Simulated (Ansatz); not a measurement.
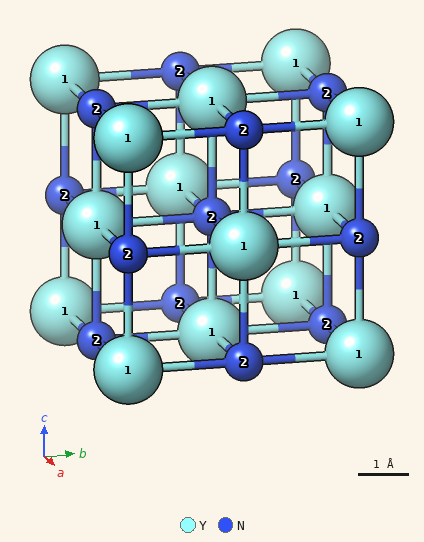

*The structure as given in the input (ball-and-stick view of the cell 4 times as large as that of the calculation, set on its symmetry axes, seen slightly off an axis; atoms are numbered from 1 in the order of the input).*

Near neighbours in the crystal (not all of them lie inside the picture): Y has 6 N at 2.44 Å; N has 6 Y at 2.44 Å.

YN: geometry relaxation (part 1 of 2)

The run: geometry relaxation of YN (Fm-3m, 2 atoms in the cell). Method and program: DFT PBE, scalar-relativistic, plane waves, PAW, no spin polarisation (Ansatz 0.2.0).

The structure derives from an entry of the Crystallography Open Database. Figures and captions count atoms from 1; the log counts them from 0 in places.

What the program printed:
```
Engine: ansatz 0.2.0, x86_64-unknown-linux-gnu
Pseudopotentials: kind: paw
Pseudopotential: Y, paw, valence charge 11, recommended cutoff 420 eV (normal), Y.paw.azcp
Pseudopotential: N, paw, valence charge 5, recommended cutoff 420 eV (normal), N.paw.azcp
Functional definition: PBE
  parameter kappa = 0.804
  parameter beta = 0.06672455060314922
  exchange = pbe_x(kappa = kappa, mu = beta*pi^2/3)
  correlation = pbe_c(beta = beta)
Crystal: 2 atoms, lattice volume = 29.000 Å³
Basis set: ecut = 420 eV, 537 PW (Γ), exchange–correlation on 48×48×48 points (8 copies of the dense FFT grid, shifted against one another)
Bands: 12, of which v1, the nominal top of the filled ones, is band 8 counted from 1 (7 counted from 0)
Symmetry: 48 space group operations
Space group: Fm-3m (ITA 225), of the structure as read, at distance tolerance 3.1e-5 Å
k-points: 72 of 1728
Non-local potential: Y, projectors of the file, l = 0: 3, l = 1: 2, l = 2: 2, l = 3: 1
Non-local potential: N, projectors of the file, l = 0: 2, l = 1: 2, l = 2: 1
PAW form: soft (Blöchl's): semilocal exchange-correlation on the pseudo side does not see the compensation charge
PAW one-centre angular grid: Y, 590 points (default); XC on 64 Gauss nodes
PAW one-centre angular grid: N, 110 points (default); XC on 64 Gauss nodes
Initial density: superposition of atomic densities (neutral atoms: chi_scale 0, normalization atom), corrected by the library's trained network
Initial wavefunctions: pseudopotential atomic-orbital guess
Functional: x = pbe(κ = 0.804, μ = 0.2195149727645171), c = pbe(β = 0.06672455060314922)
SCF iter   1: F=—  HF=-4236.076280 eV  |F-HF|=—  |Δ(HF+E_count)|=         —  Δρ=4.23e-4  dr2=2.51e-5  ethr=1.77e-3  ⟨swp⟩=6.1  Hψ=4648  notcnv=0
preconditioner: auto → none  [insulator: Δε(μ)=0.180 eV  Ē_g=17.026 eV  σ=0.010 eV  W_gap=1.00  n_scr=8 (ndim 8)  ℏωp=25.8 eV  f_vac=0.000  D(μ)=0.00/eV (n_scr^D=0)  ε∞_Penn≈3.3]
SCF iter   2: F=—  HF=-4236.076265 eV  |F-HF|=—  |Δ(HF+E_count)|=   1.49e-5  Δρ=2.02e-4  dr2=3.92e-6  ethr=1.57e-7  ⟨swp⟩=3.0  Hψ=2527  notcnv=0
SCF iter   3: F=—  HF=-4236.076276 eV  |F-HF|=—  |Δ(HF+E_count)|=   1.12e-5  Δρ=1.16e-4  dr2=9.85e-7  ethr=2.45e-8  ⟨swp⟩=2.2  Hψ=1373  notcnv=0
iter 4 did not close the SCF: its close was put off for the readings that it lacked (scf_convergence_deferred on its scf_iter line)
SCF iter   4: F=-4236.076283 eV  HF=-4236.076283 eV  |F-HF|=1.50e-8  |Δ(HF+E_count)|=   6.95e-6  Δρ=1.09e-5  dr2=2.61e-8  ethr=6.16e-9  ⟨swp⟩=2.0  Hψ=1368  notcnv=0
iter 5 did not close the SCF: its close was put off for the readings that it lacked (scf_convergence_deferred on its scf_iter line)
SCF iter   5: F=-4236.076283 eV  HF=-4236.076283 eV  |F-HF|=3.91e-9  |Δ(HF+E_count)|=   5.61e-9  Δρ=5.06e-6  dr2=5.37e-9  ethr=1.63e-10  ⟨swp⟩=2.3  Hψ=1440  notcnv=0
SCF iter   6: F=-4236.076283 eV  HF=-4236.076283 eV  |F-HF|=5.46e-12  |Δ(HF+E_count)|=   1.85e-9  Δρ=4.02e-7  dr2=2.27e-11  ethr=3.36e-11  ⟨swp⟩=1.8  Hψ=2611  notcnv=0
SCF 1 converged in 6 iterations: F = -4236.076283 eV  dr2 = 2.27e-11
  greatest PAW one-centre occupation: 0.993 electrons in one spin orbital (limit 2), on the Y atom at site 0 (counted from 0), in its partial waves of l = 0
relax step   1: F+E_penalty+E_count = -4236.07628296 eV  Δ(F+E_penalty+E_count) = +0.000e0 eV  max|allowed force component| = 3.024e-29 eV/Å  Δτ_max = 0.0000 Å  P = +2.929 GPa  Ω = 29.000 Å³  (6 SCF iters, dr2 threshold 1.00e-7 eV, accepted)
Crystal: 2 atoms, lattice volume = 30.062 Å³
Basis set: ecut = 420 eV, 609 PW (Γ), exchange–correlation on 48×48×48 points (8 copies of the dense FFT grid, shifted against one another)
Initial density: handed on by an earlier stage of this run
Initial wavefunctions: those handed on with the density
iter 1 solved again at ethr=3.94e-5 eV; its pass at ethr=3.10e-3 eV (dr2=6.30e-3 eV) is discarded
SCF iter   1: F=—  HF=-4236.075018 eV  |F-HF|=—  |Δ(HF+E_count)|=         —  Δρ=4.15e-3  dr2=6.12e-3  ethr=3.94e-5  ⟨swp⟩=1.0  Hψ=6242  notcnv=0
preconditioner: auto → none  [insulator: Δε(μ)=0.188 eV  Ē_g=16.862 eV  σ=0.010 eV  W_gap=1.00  n_scr=8 (ndim 8)  ℏωp=25.3 eV  f_vac=0.000  D(μ)=0.00/eV (n_scr^D=0)  ε∞_Penn≈3.3]
SCF iter   2: F=—  HF=-4236.073912 eV  |F-HF|=—  |Δ(HF+E_count)|=   1.11e-3  Δρ=8.40e-4  dr2=2.94e-4  ethr=3.83e-5  ⟨swp⟩=2.0  Hψ=1320  notcnv=0
SCF iter   3: F=—  HF=-4236.073894 eV  |F-HF|=—  |Δ(HF+E_count)|=   1.84e-5  Δρ=1.81e-4  dr2=6.70e-6  ethr=1.84e-6  ⟨swp⟩=2.0  Hψ=1050  notcnv=0
SCF iter   4: F=—  HF=-4236.073893 eV  |F-HF|=—  |Δ(HF+E_count)|=   1.36e-6  Δρ=1.20e-5  dr2=3.52e-8  ethr=4.19e-8  ⟨swp⟩=2.3  Hψ=1446  notcnv=0
iter 5 did not close the SCF: its close was put off for the readings that it lacked (scf_convergence_deferred on its scf_iter line)
SCF iter   5: F=-4236.073893 eV  HF=-4236.073893 eV  |F-HF|=1.27e-10  |Δ(HF+E_count)|=   1.11e-8  Δρ=2.34e-6  dr2=5.96e-10  ethr=2.20e-10  ⟨swp⟩=2.4  Hψ=1207  notcnv=0
SCF iter   6: F=-4236.073893 eV  HF=-4236.073893 eV  |F-HF|=1.82e-12  |Δ(HF+E_count)|=  2.01e-10  Δρ=1.43e-7  dr2=2.52e-12  ethr=3.72e-12  ⟨swp⟩=1.0  Hψ=2557  notcnv=0
SCF 2 converged in 6 iterations: F = -4236.073893 eV  dr2 = 2.52e-12
relax step   2: F+E_penalty+E_count = -4236.07389258 eV  Δ(F+E_penalty+E_count) = +2.390e-3 eV  max|allowed force component| = 5.193e-30 eV/Å  Δτ_max = 0.0000 Å  P = -2.917 GPa  Ω = 30.062 Å³  energy of the carried Pulay correction = -1.848e-3 eV  (6 SCF iters, dr2 threshold 2.00e-7 eV, rejected (line search))
Crystal: 2 atoms, lattice volume = 29.522 Å³
Basis set: ecut = 420 eV, 561 PW (Γ), exchange–correlation on 48×48×48 points (8 copies of the dense FFT grid, shifted against one another)
iter 1 solved again at ethr=9.59e-6 eV; its pass at ethr=3.10e-3 eV (dr2=1.53e-3 eV) is discarded
SCF iter   1: F=—  HF=-4236.080207 eV  |F-HF|=—  |Δ(HF+E_count)|=         —  Δρ=2.03e-3  dr2=1.43e-3  ethr=9.59e-6  ⟨swp⟩=2.0  Hψ=5891  notcnv=0
preconditioner: auto → none  [insulator: Δε(μ)=0.236 eV  Ē_g=16.958 eV  σ=0.010 eV  W_gap=1.00  n_scr=8 (ndim 8)  ℏωp=25.6 eV  f_vac=0.000  D(μ)=0.00/eV (n_scr^D=0)  ε∞_Penn≈3.3]
SCF iter   2: F=—  HF=-4236.079946 eV  |F-HF|=—  |Δ(HF+E_count)|=   2.61e-4  Δρ=4.10e-4  dr2=6.76e-5  ethr=8.92e-6  ⟨swp⟩=2.0  Hψ=1316  notcnv=0
SCF iter   3: F=—  HF=-4236.079937 eV  |F-HF|=—  |Δ(HF+E_count)|=   9.13e-6  Δρ=8.94e-5  dr2=1.74e-6  ethr=4.23e-7  ⟨swp⟩=2.0  Hψ=1043  notcnv=0
SCF iter   4: F=—  HF=-4236.079939 eV  |F-HF|=—  |Δ(HF+E_count)|=   1.53e-6  Δρ=7.21e-6  dr2=8.22e-9  ethr=1.09e-8  ⟨swp⟩=2.2  Hψ=1364  notcnv=0
SCF iter   5: F=—  HF=-4236.079939 eV  |F-HF|=—  |Δ(HF+E_count)|=   2.99e-9  Δρ=1.30e-6  dr2=2.07e-10  ethr=5.14e-11  ⟨swp⟩=2.0  Hψ=1350  notcnv=0
SCF iter   6: F=-4236.079939 eV  HF=-4236.079939 eV  |F-HF|=0.00e0  |Δ(HF+E_count)|=  4.18e-11  Δρ=8.78e-8  dr2=1.29e-12  ethr=1.00e-12  ⟨swp⟩=5.1  Hψ=3282  notcnv=0
the search or the solves at the SCF's close seem to have found levels that the self-consistency loop had missed (the run counts 1). By its estimate they hold under 1e-12 electrons; where the run keeps them, the occupations were computed again with them
SCF 3 converged in 6 iterations: F = -4236.079939 eV  dr2 = 1.29e-12
relax step   3: F+E_penalty+E_count = -4236.07993861 eV  Δ(F+E_penalty+E_count) = -3.656e-3 eV  max|allowed force component| = 4.865e-30 eV/Å  Δτ_max = 0.0000 Å  P = -0.079 GPa  Ω = 29.522 Å³  energy of the carried Pulay correction = -9.177e-4 eV  (6 SCF iters, accepted)
Crystal: 2 atoms, lattice volume = 29.508 Å³
iter 1 solved again at ethr=7.00e-9 eV; its pass at ethr=3.10e-3 eV (dr2=1.12e-6 eV) is discarded
SCF iter   1: F=—  HF=-4236.079971 eV  |F-HF|=—  |Δ(HF+E_count)|=         —  Δρ=5.46e-5  dr2=1.03e-6  ethr=7.00e-9  ⟨swp⟩=2.0  Hψ=5626  notcnv=0
preconditioner: auto → none  [insulator: Δε(μ)=0.211 eV  Ē_g=16.954 eV  σ=0.010 eV  W_gap=1.00  n_scr=8 (ndim 8)  ℏωp=25.6 eV  f_vac=0.000  D(μ)=0.00/eV (n_scr^D=0)  ε∞_Penn≈3.3]
SCF iter   2: F=—  HF=-4236.079967 eV  |F-HF|=—  |Δ(HF+E_count)|=   4.43e-6  Δρ=1.10e-5  dr2=4.86e-8  ethr=6.44e-9  ⟨swp⟩=2.1  Hψ=1048  notcnv=0
iter 3 did not close the SCF: its close was put off for the readings that it lacked (scf_convergence_deferred on its scf_iter line)
SCF iter   3: F=-4236.079967 eV  HF=-4236.079967 eV  |F-HF|=4.00e-10  |Δ(HF+E_count)|=   3.56e-9  Δρ=2.38e-6  dr2=1.24e-9  ethr=3.04e-10  ⟨swp⟩=2.0  Hψ=1057  notcnv=0
iter 4 did not close the SCF: its close was put off for the readings that it lacked (scf_convergence_deferred on its scf_iter line)
SCF iter   4: F=-4236.079967 eV  HF=-4236.079967 eV  |F-HF|=1.82e-12  |Δ(HF+E_count)|=  6.04e-10  Δρ=1.71e-7  dr2=4.08e-12  ethr=7.74e-12  ⟨swp⟩=2.2  Hψ=1355  notcnv=0
iter 5 did not close the SCF: its close was put off for the readings that it lacked (scf_convergence_deferred on its scf_iter line)
SCF iter   5: F=-4236.079967 eV  HF=-4236.079967 eV  |F-HF|=9.09e-13  |Δ(HF+E_count)|=  2.73e-12  Δρ=2.83e-8  dr2=1.03e-13  ethr=1.00e-12  ⟨swp⟩=1.0  Hψ=864  notcnv=0
iter 6 did not close the SCF: its close was put off for the readings that it lacked (scf_convergence_deferred on its scf_iter line)
SCF iter   6: F=-4236.079967 eV  HF=-4236.079967 eV  |F-HF|=9.09e-13  |Δ(HF+E_count)|=  1.82e-12  Δρ=3.89e-9  dr2=4.01e-15  ethr=1.00e-12  ⟨swp⟩=1.0  Hψ=864  notcnv=0
SCF iter   7: F=-4236.079967 eV  HF=-4236.079967 eV  |F-HF|=1.82e-12  |Δ(HF+E_count)|=  9.09e-13  Δρ=8.84e-10  dr2=2.56e-16  ethr=1.00e-12  ⟨swp⟩=1.0  Hψ=2016  notcnv=0
SCF 4 converged in 7 iterations: F = -4236.079967 eV  dr2 = 2.56e-16
relax step   4: F+E_penalty+E_count = -4236.07996656 eV  Δ(F+E_penalty+E_count) = -2.795e-5 eV  max|allowed force component| = 4.536e-30 eV/Å  Δτ_max = 0.0000 Å  P = -0.002 GPa  Ω = 29.508 Å³  energy of the carried Pulay correction = -8.933e-4 eV  (7 SCF iters, dr2 threshold 1.57e-8 eV, accepted)
Initial wavefunctions: pseudopotential atomic-orbital guess (no wavefunctions were taken with the density)
iter 1 solved again at ethr=5.23e-8 eV; its pass at ethr=3.10e-3 eV (dr2=8.38e-6 eV) is discarded
SCF iter   1: F=—  HF=-4236.080971 eV  |F-HF|=—  |Δ(HF+E_count)|=         —  Δρ=8.02e-5  dr2=3.40e-7  ethr=5.23e-8  ⟨swp⟩=3.1  Hψ=7329  notcnv=0
preconditioner: auto → none  [insulator: Δε(μ)=0.211 eV  Ē_g=16.953 eV  σ=0.010 eV  W_gap=1.00  n_scr=8 (ndim 8)  ℏωp=25.6 eV  f_vac=0.000  D(μ)=0.00/eV (n_scr^D=0)  ε∞_Penn≈3.3]
SCF iter   2: F=—  HF=-4236.080968 eV  |F-HF|=—  |Δ(HF+E_count)|=   3.46e-6  Δρ=3.71e-5  dr2=4.46e-8  ethr=2.12e-9  ⟨swp⟩=2.0  Hψ=1152  notcnv=0
SCF iter   3: F=—  HF=-4236.080968 eV  |F-HF|=—  |Δ(HF+E_count)|=   2.94e-7  Δρ=6.71e-6  dr2=1.44e-9  ethr=2.79e-10  ⟨swp⟩=2.0  Hψ=1152  notcnv=0
iter 4 did not close the SCF: its close was put off for the readings that it lacked (scf_convergence_deferred on its scf_iter line)
SCF iter   4: F=-4236.080968 eV  HF=-4236.080968 eV  |F-HF|=2.09e-11  |Δ(HF+E_count)|=   1.13e-8  Δρ=3.99e-7  dr2=1.65e-11  ethr=8.98e-12  ⟨swp⟩=2.0  Hψ=1152  notcnv=0
iter 5 did not close the SCF: its close was put off for the readings that it lacked (scf_convergence_deferred on its scf_iter line)
SCF iter   5: F=-4236.080968 eV  HF=-4236.080968 eV  |F-HF|=9.09e-13  |Δ(HF+E_count)|=  2.64e-11  Δρ=6.08e-8  dr2=3.42e-13  ethr=1.00e-12  ⟨swp⟩=1.0  Hψ=864  notcnv=0
iter 6 did not close the SCF: its close was put off for the readings that it lacked (scf_convergence_deferred on its scf_iter line)
SCF iter   6: F=-4236.080968 eV  HF=-4236.080968 eV  |F-HF|=0.00e0  |Δ(HF+E_count)|=  1.82e-12  Δρ=6.96e-9  dr2=6.70e-15  ethr=1.00e-12  ⟨swp⟩=1.0  Hψ=864  notcnv=0
iter 7 did not close the SCF: its close was put off for the readings that it lacked (scf_convergence_deferred on its scf_iter line)
SCF iter   7: F=-4236.080968 eV  HF=-4236.080968 eV  |F-HF|=1.82e-12  |Δ(HF+E_count)|=  9.09e-13  Δρ=2.22e-9  dr2=1.72e-15  ethr=1.00e-12  ⟨swp⟩=1.0  Hψ=864  notcnv=0
SCF iter   8: F=-4236.080968 eV  HF=-4236.080968 eV  |F-HF|=2.73e-12  |Δ(HF+E_count)|=    0.00e0  Δρ=4.39e-10  dr2=6.15e-17  ethr=1.00e-12  ⟨swp⟩=2.0  Hψ=2301  notcnv=0
SCF 5 converged in 8 iterations: F = -4236.080968 eV  dr2 = 6.15e-17
relax step   5: F+E_penalty+E_count = -4236.08096785 eV  Δ(F+E_penalty+E_count) = -1.001e-3 eV  max|allowed force component| = 6.903e-30 eV/Å  Δτ_max = 0.0000 Å  P = +0.053 GPa  Ω = 29.508 Å³  stress off target by 5.27e-2 GPa  SCF on the basis re-selected at this cell (its energy is not comparable with the rows above)  (8 SCF iters)
basis re-selected at this cell: Δ(F+E_penalty+E_count) = -1.001e-3 eV, ΔP = +0.055 GPa vs the last step (what re-selecting the basis moved, of the pressure what is left beyond the Pulay correction that the steps carried, after the strain that the cell walked since its last selection, with what the two solves' SCF thresholds leave and, on support functions, any second-order correction that the steps lacked; it is no measure of the basis error at this ecutwfc). This SCF's stress stands 5.27e-2 GPa from its target on what of the cell is left free (relax.cell.stress_tol is 5.00e-2 GPa) and its largest allowed force component is 6.90e-30 eV/Å (relax.f_tol is 5.00e-3 eV/Å): not within both, so this SCF does not close the relaxation
Crystal: 2 atoms, lattice volume = 29.518 Å³
iter 1 solved again at ethr=3.22e-9 eV; its pass at ethr=3.10e-3 eV (dr2=5.16e-7 eV) is discarded
```
